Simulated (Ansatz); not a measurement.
Geometry relaxation of Ag

System: Ag (P6/mmm, 1 atom in the cell).
Method: DFT, PBE, PAW with Ansatz's default frozen-core files, scalar-relativistic, no spin polarisation (Ansatz 0.2.0).

Its volume is 0.68 times that of the source entry. It belongs to a series of runs on one base structure; here: shape and atoms relaxed at 0.68 of the volume. Figures and captions count atoms from 1; the log counts them from 0 in places.

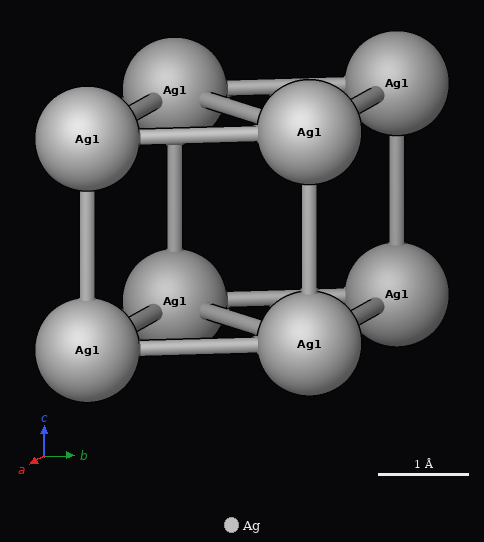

The starting structure (ball-and-stick view of the cell of the calculation, seen slightly off an axis; atoms are numbered from 1 in the order of the input). Near neighbours in the crystal (not all of them lie inside the picture): Ag has 8 Ag at 2.43 to 2.50 Å.

## The input
```yaml
crystal:
  lattice:
    - [2.5030949826, 0.0, 0.0]
    - [-1.2515474913, 2.167743843, 0.0]
    - [0.0, 0.0, 2.4345653637]
  atoms:
    - { symbol: Ag, position: [0.0, 0.0, 0.0] }
kpoints:
  mp_grid: { grid: [15, 15, 14] }
scf:
  occupations: { method: fermi_dirac, width: 0.08 }
hamiltonian:
  xc: pbe
  pseudopotentials: { kind: paw }
output:
  forces: true
  stress: true
  write_density: true
  write_potential: true
  elf: true
  volumetric_format: npy
relax:
  f_tol: 0.005
  max_steps: 30
  cell: { stress_tol: 0.23, fix: [volume] }
```

Hardware: 1 thread of Arm Neoverse V1, 24 GiB of memory available, shared host.

Launch command:
```bash
ansatz run input.yaml --threads 1 --pin off --max-ram 2048MiB --backend cpu --events-out ev --progress --plain --runs-dir out
```

## Log
```
Engine: ansatz 0.2.0, aarch64-unknown-linux-gnu
Pseudopotentials: kind: paw
Pseudopotential: Ag, paw, valence charge 19, recommended cutoff 420 eV (normal), Ag.paw.azcp
Functional definition: PBE
  parameter kappa = 0.804
  parameter beta = 0.06672455060314922
  exchange = pbe_x(kappa = kappa, mu = beta*pi^2/3)
  correlation = pbe_c(beta = beta)
Crystal: 1 atoms, lattice volume = 13.210 Å³
Basis set: ecut = 420 eV, 255 PW (Γ), exchange–correlation on 36×36×36 points (8 copies of the dense FFT grid, shifted against one another)
Bands: 14, of which v1, the nominal top of the filled ones, is band 10 counted from 1 (9 counted from 0)
Symmetry: 24 space group operations
Space group: P6/mmm (ITA 191), of the structure as read, at distance tolerance 2.4e-5 Å
k-points: 216 of 3150
Non-local potential: Ag, projectors of the file, l = 0: 3, l = 1: 2, l = 2: 2, l = 3: 1
PAW form: soft (Blöchl's): semilocal exchange-correlation on the pseudo side does not see the compensation charge
PAW one-centre angular grid: Ag, 590 points (default); XC on 64 Gauss nodes
Initial density: superposition of atomic densities (neutral atoms: chi_scale 0, normalization atom), corrected by the library's trained network
Initial wavefunctions: pseudopotential atomic-orbital guess
Functional: x = pbe(κ = 0.804, μ = 0.2195149727645171), c = pbe(β = 0.06672455060314922)
SCF iter   1: F=—  HF=-7589.246410 eV  |F-HF|=—  |Δ(HF+E_count)|=         —  Δρ=1.83e-3  dr2=2.02e-4  ethr=1.77e-3  ⟨swp⟩=4.8  Hψ=15346  notcnv=0
preconditioner: auto → none  [metal: Δε(μ)=0.072 eV  Ē_g=19.558 eV  σ=0.080 eV  W_gap=0.22  n_scr=8 (ndim 8)  ℏωp=33.9 eV  f_vac=0.000  D(μ)=0.21/eV (n_scr^D=0)  sad-step TF]
SCF iter   2: F=—  HF=-7589.245921 eV  |F-HF|=—  |Δ(HF+E_count)|=   4.89e-4  Δρ=1.23e-3  dr2=1.10e-4  ethr=1.06e-6  ⟨swp⟩=2.0  Hψ=5816  notcnv=0
SCF iter   3: F=—  HF=-7589.245921 eV  |F-HF|=—  |Δ(HF+E_count)|=   3.33e-7  Δρ=1.27e-3  dr2=1.78e-4  ethr=5.80e-7  ⟨swp⟩=2.0  Hψ=5017  notcnv=0
SCF iter   4: F=—  HF=-7589.245872 eV  |F-HF|=—  |Δ(HF+E_count)|=   4.93e-5  Δρ=6.07e-4  dr2=4.17e-5  ethr=5.80e-7  ⟨swp⟩=2.2  Hψ=4018  notcnv=0
SCF iter   5: F=—  HF=-7589.245850 eV  |F-HF|=—  |Δ(HF+E_count)|=   2.20e-5  Δρ=1.42e-4  dr2=2.28e-6  ethr=2.19e-7  ⟨swp⟩=2.5  Hψ=4251  notcnv=0
SCF iter   6: F=-7589.245849 eV  HF=-7589.245849 eV  |F-HF|=8.12e-9  |Δ(HF+E_count)|=   7.24e-7  Δρ=9.18e-6  dr2=9.56e-9  ethr=5.26e-10  ⟨swp⟩=5.3  Hψ=16324  notcnv=0
SCF 1 converged in 6 iterations: F = -7589.245849 eV  dr2 = 9.56e-9
  greatest PAW one-centre occupation: 1.000 electrons in one spin orbital (limit 2), on the Ag atom at site 0 (counted from 0), in its partial waves of l = 0
relax step   1: F+E_penalty+E_count = -7589.24584930 eV  Δ(F+E_penalty+E_count) = +0.000e0 eV  max|allowed force component| = 0.000e0 eV/Å  Δτ_max = 0.0000 Å  P = +88.017 GPa  Ω = 13.210 Å³  fix = [volume]  reactions: volume +88.017 GPa  (6 SCF iters, dr2 threshold 1.00e-7 eV, accepted)
Initial density: handed on by an earlier stage of this run
Initial wavefunctions: those handed on with the density
iter 1 solved again at ethr=8.52e-8 eV; its pass at ethr=3.10e-3 eV (dr2=1.62e-5 eV) is discarded
SCF iter   1: F=—  HF=-7589.248973 eV  |F-HF|=—  |Δ(HF+E_count)|=         —  Δρ=6.02e-4  dr2=1.96e-5  ethr=8.52e-8  ⟨swp⟩=2.7  Hψ=21398  notcnv=0
preconditioner: auto → none  [metal: Δε(μ)=0.116 eV  Ē_g=19.557 eV  σ=0.080 eV  W_gap=0.33  n_scr=8 (ndim 8)  ℏωp=33.9 eV  f_vac=0.000  D(μ)=0.21/eV (n_scr^D=0)]
SCF iter   2: F=—  HF=-7589.248970 eV  |F-HF|=—  |Δ(HF+E_count)|=   2.55e-6  Δρ=2.92e-4  dr2=3.37e-6  ethr=8.52e-8  ⟨swp⟩=2.5  Hψ=4793  notcnv=0
SCF iter   3: F=—  HF=-7589.248972 eV  |F-HF|=—  |Δ(HF+E_count)|=   1.70e-6  Δρ=1.30e-4  dr2=8.94e-7  ethr=1.78e-8  ⟨swp⟩=2.4  Hψ=4586  notcnv=0
SCF iter   4: F=-7589.248972 eV  HF=-7589.248972 eV  |F-HF|=3.80e-9  |Δ(HF+E_count)|=   1.66e-7  Δρ=1.52e-5  dr2=6.51e-9  ethr=5.26e-10  ⟨swp⟩=5.1  Hψ=16087  notcnv=0
SCF 2 converged in 4 iterations: F = -7589.248972 eV  dr2 = 6.51e-9
relax step   2: F+E_penalty+E_count = -7589.24897225 eV  Δ(F+E_penalty+E_count) = -3.123e-3 eV  max|allowed force component| = 0.000e0 eV/Å  Δτ_max = 0.0000 Å  P = +87.737 GPa  Ω = 13.210 Å³  energy of the carried Pulay correction = -1.237e-5 eV  fix = [volume]  reactions: volume +87.737 GPa  (4 SCF iters, dr2 threshold 1.00e-7 eV, accepted)
iter 1 solved again at ethr=4.23e-8 eV; its pass at ethr=3.10e-3 eV (dr2=8.04e-6 eV) is discarded
SCF iter   1: F=—  HF=-7589.249523 eV  |F-HF|=—  |Δ(HF+E_count)|=         —  Δρ=1.66e-4  dr2=1.73e-6  ethr=4.23e-8  ⟨swp⟩=3.3  Hψ=20281  notcnv=0
preconditioner: auto → none  [metal: Δε(μ)=0.091 eV  Ē_g=19.557 eV  σ=0.080 eV  W_gap=0.26  n_scr=8 (ndim 8)  ℏωp=33.9 eV  f_vac=0.000  D(μ)=0.21/eV (n_scr^D=0)]
SCF iter   2: F=—  HF=-7589.249519 eV  |F-HF|=—  |Δ(HF+E_count)|=   4.18e-6  Δρ=7.67e-5  dr2=2.59e-7  ethr=9.12e-9  ⟨swp⟩=2.6  Hψ=4712  notcnv=0
SCF iter   3: F=-7589.249519 eV  HF=-7589.249519 eV  |F-HF|=1.91e-9  |Δ(HF+E_count)|=   8.12e-8  Δρ=3.58e-5  dr2=6.20e-8  ethr=5.26e-10  ⟨swp⟩=6.7  Hψ=13702  notcnv=0
SCF 3 converged in 3 iterations: F = -7589.249519 eV  dr2 = 6.20e-8
relax step   3: F+E_penalty+E_count = -7589.24951938 eV  Δ(F+E_penalty+E_count) = -5.471e-4 eV  max|allowed force component| = 0.000e0 eV/Å  Δτ_max = 0.0000 Å  P = +87.771 GPa  Ω = 13.210 Å³  energy of the carried Pulay correction = -8.887e-6 eV  fix = [volume]  reactions: volume +87.771 GPa  (3 SCF iters, dr2 threshold 1.00e-7 eV, accepted)
Initial wavefunctions: pseudopotential atomic-orbital guess (no wavefunctions were taken with the density)
iter 1 solved again at ethr=2.38e-7 eV; its pass at ethr=3.10e-3 eV (dr2=4.53e-5 eV) is discarded
SCF iter   1: F=—  HF=-7589.249531 eV  |F-HF|=—  |Δ(HF+E_count)|=         —  Δρ=5.42e-5  dr2=8.75e-8  ethr=2.38e-7  ⟨swp⟩=2.2  Hψ=21885  notcnv=0
SCF iter   2: F=—  HF=-7589.249523 eV  |F-HF|=—  |Δ(HF+E_count)|=   8.49e-6  Δρ=2.57e-5  dr2=1.50e-8  ethr=4.61e-10  ⟨swp⟩=2.0  Hψ=4832  notcnv=0
SCF iter   3: F=—  HF=-7589.249523 eV  |F-HF|=—  |Δ(HF+E_count)|=   2.77e-8  Δρ=1.03e-5  dr2=4.14e-9  ethr=7.88e-11  ⟨swp⟩=2.1  Hψ=4259  notcnv=0
SCF iter   4: F=-7589.249523 eV  HF=-7589.249523 eV  |F-HF|=3.82e-11  |Δ(HF+E_count)|=   3.85e-9  Δρ=1.04e-6  dr2=3.74e-11  ethr=1.11e-12  ⟨swp⟩=4.1  Hψ=14231  notcnv=0
SCF 4 converged in 4 iterations: F = -7589.249523 eV  dr2 = 3.74e-11
relax step   4: F+E_penalty+E_count = -7589.24952287 eV  Δ(F+E_penalty+E_count) = -3.494e-6 eV  max|allowed force component| = 0.000e0 eV/Å  Δτ_max = 0.0000 Å  P = +87.769 GPa  Ω = 13.210 Å³  fix = [volume]  reactions: volume +87.769 GPa  stress off target by 6.08e-2 GPa on what of the cell is left free  SCF on the basis re-selected at this cell (its energy is not comparable with the rows above)  (4 SCF iters)
```

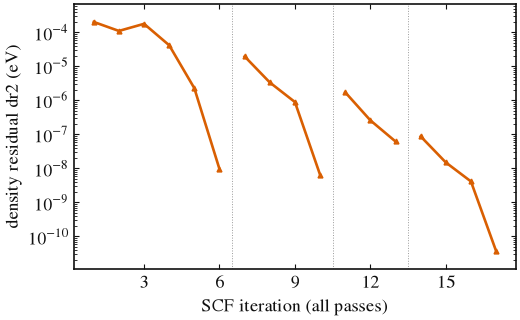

Convergence of the self-consistent field: density residual dr2 against the SCF iteration. The dotted lines part the SCF passes of the relaxation: geometry steps, rejected trials and re-solves on a re-selected basis. The passes take 6, 4, 3 and 4 iterations.

```
basis re-selected at this cell: Δ(F+E_penalty+E_count) = -3.494e-6 eV, ΔP = -0.002 GPa vs the last step (what re-selecting the basis moved, of the pressure what is left beyond the Pulay correction that the steps carried, after the strain that the cell walked since its last selection, with what the two solves' SCF thresholds leave and, on support functions, any second-order correction that the steps lacked; it is no measure of the basis error at this ecutwfc). This SCF's stress stands 6.08e-2 GPa from its target on what of the cell is left free (relax.cell.stress_tol is 2.30e-1 GPa) and its largest allowed force component is 0.00e0 eV/Å (relax.f_tol is 5.00e-3 eV/Å): within both
SCF converged after 4 iterations
Free energy (F): -7589.249523 eV
Harris-Foulkes:  -7589.249523 eV  (|F-HF|=3.82e-11)
Internal energy: -7589.245177 eV  (E = F + TS)
E sigma→0 (E₀):  -7589.247350 eV
Entropy (-TS):   -0.004346 eV (-4.346 meV/atom)
Fermi energy:    24.060754 eV
--- Per-component energies (eV) ---
  E_band       = -126.431839
  E_kinetic    = 535.349423
  E_local      = -1849.109441  (includes V_loc(G=0)·N_el)
  E_nonlocal   = 79.452473
  E_hartree    = 879.417555
  E_xc         = -188.139512
  E_vxc        = -239.434870  (∫ρ·V_xc dr)
  E_paw        = -3902.125516  (= ΣΔE_a)
  E_vpaw       = -411.524774  (= ΣTr[D̂ρ^β])
  E_aug_tail   = 0.000304  (compensation charges beyond the density's cutoff)
  E_ewald      = -3144.090463
  E_smearing   = -0.004346  (= −TS)
  E_closure    = 0.000000  (closes the sum)
  Σ components = -7589.249523   (vs F -7589.249523, Δ=0.00e0)
--- Forces (eV/Å), atoms counted from 1 ---
  atom   1  Ag    -0.00000000     0.00000000     0.00000000
  max |Σ_I F_I| component: 4.93e-32 eV/Å
--- Stress (GPa, compression-positive) ---
       87.799031       0.000000      -0.000000
        0.000000      87.799031      -0.000000
       -0.000000      -0.000000      87.707791
  P = ⅓ Tr σ = 87.7686 GPa (877.686 kbar)
--- Band table (eV; the first three rows and the last of 216) ---
  k-point 0: bands = ["-68.8621", "-32.0496", "-32.0496", "-32.0296", "14.2470", "15.4726", "17.9829", "17.9829", "21.1476", "21.1476", "40.0790", "40.5754", "47.0179", "47.0179"]
  k-point 1: bands = ["-68.8588", "-32.0606", "-32.0471", "-32.0471", "14.3818", "15.6234", "18.0024", "18.0024", "21.0492", "21.0492", "38.9999", "40.6839", "47.3779", "47.3779"]
  k-point 2: bands = ["-68.8495", "-32.1474", "-32.0401", "-32.0401", "14.7190", "16.1181", "18.0572", "18.0572", "20.7811", "20.7811", "36.7781", "41.0050", "48.4256", "48.4256"]
  k-point 215: bands = ["-68.7055", "-32.5367", "-32.4009", "-32.4009", "16.5022", "16.5022", "18.6788", "18.6788", "21.9925", "32.7175", "35.4340", "35.4340", "37.4204", "37.4204"]
--- Relaxed structure (3 steps of the walk, 3 accepted, 1 SCFs on fresh bases) ---
  F+E_penalty+E_count = -7589.24952287 eV   max|allowed force component| = 0.000e0 eV/Å   (the final SCF, on the basis selected at the relaxed cell)
  cell:  # Å, volume = 13.2101 Å³
    - [2.513075000565615, 0.0, 0.0]
    - [-1.2565375002828074, 2.176386792105415, 0.0]
    - [0.0, 0.0, 2.415267283464193]
  atoms:
    - { symbol: Ag, position: [0.0, 0.0, 0.0] }
```

## File rho_z.tsv
```
# z_ang	rho[e/angstrom^3]
# format = ansatz-planar-average/11
# lattice	2.513075001	0.000000000	0.000000000
# lattice	-1.256537500	2.176386792	0.000000000
# lattice	0.000000000	0.000000000	2.415267283
# sites	1
# site	47	0.000000000	0.000000000	0.000000000
0.000000	3.464731e0
0.134182	3.258107e0
0.268363	2.708158e0
0.402545	1.989891e0
0.536726	1.302175e0
0.670908	7.840434e-1
0.805089	4.730807e-1
0.939271	3.215905e-1
1.073452	2.565323e-1
1.207634	2.373587e-1
1.341815	2.565323e-1
1.475997	3.215905e-1
1.610178	4.730807e-1
1.744360	7.840434e-1
1.878541	1.302175e0
2.012723	1.989891e0
2.146904	2.708158e0
2.281086	3.258107e0
```

## File v_z.tsv
```
# z_ang	v_es[eV]	v_tot[eV]
# format = ansatz-planar-average/11
# xc	pbe
# density_cutoff_ev	1680
# datasets	Ag=:simpson_from_first_knot:soft
# lattice	2.513075001	0.000000000	0.000000000
# lattice	-1.256537500	2.176386792	0.000000000
# lattice	0.000000000	0.000000000	2.415267283
# sites	1
# site	47	0.000000000	0.000000000	0.000000000
0.000000	5.573194e0	-1.180064e1
0.134182	6.080552e0	-1.105779e1
0.268363	7.558714e0	-8.932960e0
0.402545	9.879519e0	-5.585249e0
0.536726	1.281748e1	-1.379798e0
0.670908	1.605879e1	3.276756e0
0.805089	1.921198e1	7.769748e0
0.939271	2.178413e1	1.140957e1
1.073452	2.327655e1	1.337018e1
1.207634	2.369283e1	1.376327e1
1.341815	2.327655e1	1.337018e1
1.475997	2.178413e1	1.140957e1
1.610178	1.921198e1	7.769748e0
1.744360	1.605879e1	3.276756e0
1.878541	1.281748e1	-1.379798e0
2.012723	9.879519e0	-5.585249e0
2.146904	7.558714e0	-8.932960e0
2.281086	6.080552e0	-1.105779e1
```

## Trajectory as extended XYZ (Å, eV, eV/Å), 4 frames, from step=1 to step=4
```
1
Lattice="2.5031 0.0000 0.0000 -1.2515 2.1677 0.0000 0.0000 0.0000 2.4346" Properties=species:S:1:pos:R:3:forces:R:3 step=1 energy=-7589.24585 pressure_GPa=88.02
Ag    0.0000    0.0000    0.0000    0.0000   0.0000   0.0000
1
Lattice="2.5170 0.0000 0.0000 -1.2585 2.1798 0.0000 0.0000 0.0000 2.4077" Properties=species:S:1:pos:R:3:forces:R:3 step=2 energy=-7589.24897 pressure_GPa=87.74
Ag    0.0000    0.0000    0.0000    0.0000   0.0000   0.0000
1
Lattice="2.5131 0.0000 0.0000 -1.2565 2.1764 0.0000 0.0000 0.0000 2.4153" Properties=species:S:1:pos:R:3:forces:R:3 step=3 energy=-7589.24952 pressure_GPa=87.77
Ag    0.0000    0.0000    0.0000    0.0000   0.0000   0.0000
1
Lattice="2.5131 0.0000 0.0000 -1.2565 2.1764 0.0000 0.0000 0.0000 2.4153" Properties=species:S:1:pos:R:3:forces:R:3 step=4 energy=-7589.24952 pressure_GPa=87.77
Ag    0.0000    0.0000    0.0000    0.0000   0.0000   0.0000
```

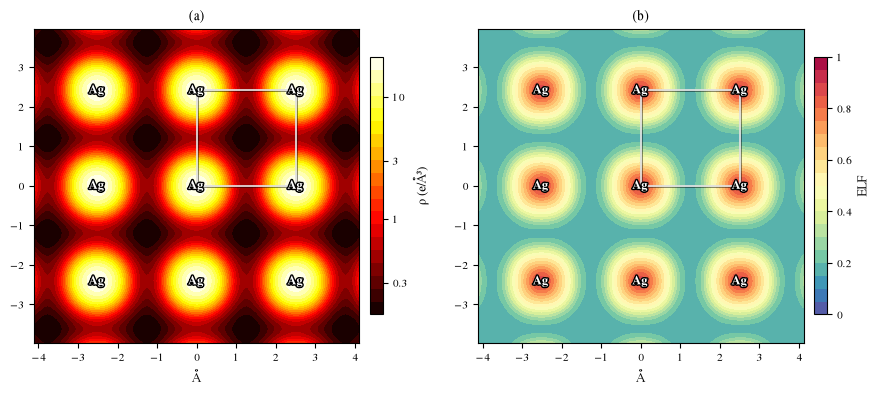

(a) valence electron density; (b) ELF on the (100) plane of the conventional cell. The section cuts through Ag sites. Ag–Ag (2.42 Å): the density is about 0.53 e/Å³ at the midpoint; the ELF is about 0.20 at the midpoint (no localised pair between them). Ag–Ag (2.51 Å): the density is about 0.45 e/Å³ at the midpoint; the ELF is about 0.20 at the midpoint (no localised pair between them). Away from the nuclei the density in this plane falls to 0.16 e/Å³ at its lowest. The strong features right at Ag lie inside the PAW spheres (semicore, d or f shells) and say nothing about bonding. In a PAW calculation such maps are meaningful between the atoms, not at the nuclei.

## Key numbers

```json
{"quantity": "outcome", "value": "converged"}
{"quantity": "space group (tolerance 0.01 Å)", "value": "P6/mmm (191)"}
{"quantity": "electrons treated", "value": "19"}
{"quantity": "free energy", "value": "−7589.2495 eV"}
{"quantity": "Fermi energy", "value": "24.061 eV"}
{"quantity": "pressure", "value": "87.77 GPa"}
{"quantity": "final volume", "value": "13.21 Å³"}
{"quantity": "largest force (length of the vector) at the end", "value": "under 0.001 eV/Å"}
{"quantity": "final cell", "value": "a = 2.513 Å, b = 2.513 Å, c = 2.415 Å, α = 90.00°, β = 90.00°, γ = 120.00°"}
{"quantity": "wall time", "value": "8.9 s"}
{"quantity": "peak memory", "value": "0.31 GiB"}
```

The cell is under a pressure of 88 GPa at this level, so it is not at its equilibrium volume.
